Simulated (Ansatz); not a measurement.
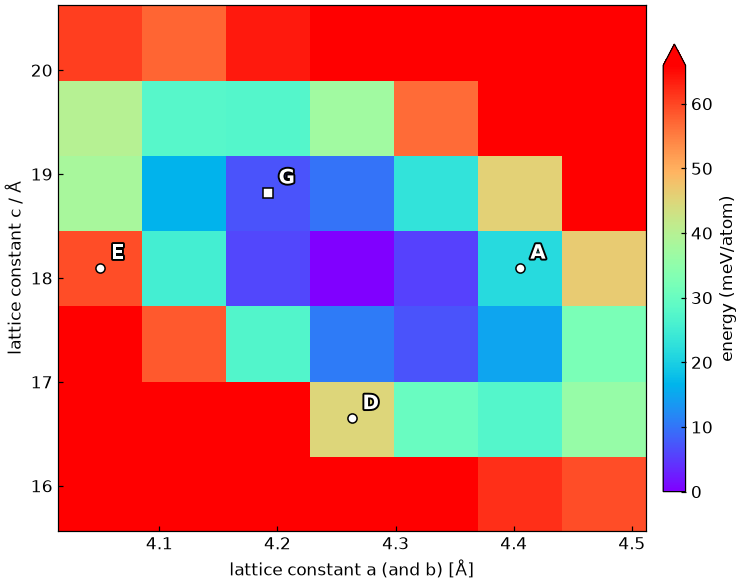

Ge₂Sb₂Te₅ (P-3m1, No. 164; 9 atoms in the cell). The energy is mapped over the lattice constants a and c of the conventional cell. The first coordinate is: lattice constant a (and b); the second: lattice constant c. Nothing is relaxed (fractional coordinates fixed). Grid: 7 × 7 points. Points are written as (first, second). All energies are given in meV/atom relative to the lowest grid point. The band gap closes in part of the range. The calculation used Ansatz, DFT PBE, scalar-relativistic, plane waves, PAW. Settings: cutoff 420 eV, k-mesh 9×9×2 in the order of the run's cell vectors, gaussian smearing 0.03 eV, no spin polarisation.

The picture shows one coloured cell a grid point, one colour for all values above the top of the scale, lettered points.

Is D the lowest point of the computed grid?

No. D lies 45 meV/atom above the lowest grid point, which is at (4.263 Å, 18.10 Å).

What kind of point is each of A, D: minimum, saddle, maximum or slope?

A: on a slope; D: on a slope. (In these two coordinates alone; a stationary point may lie a little off the grid point.)
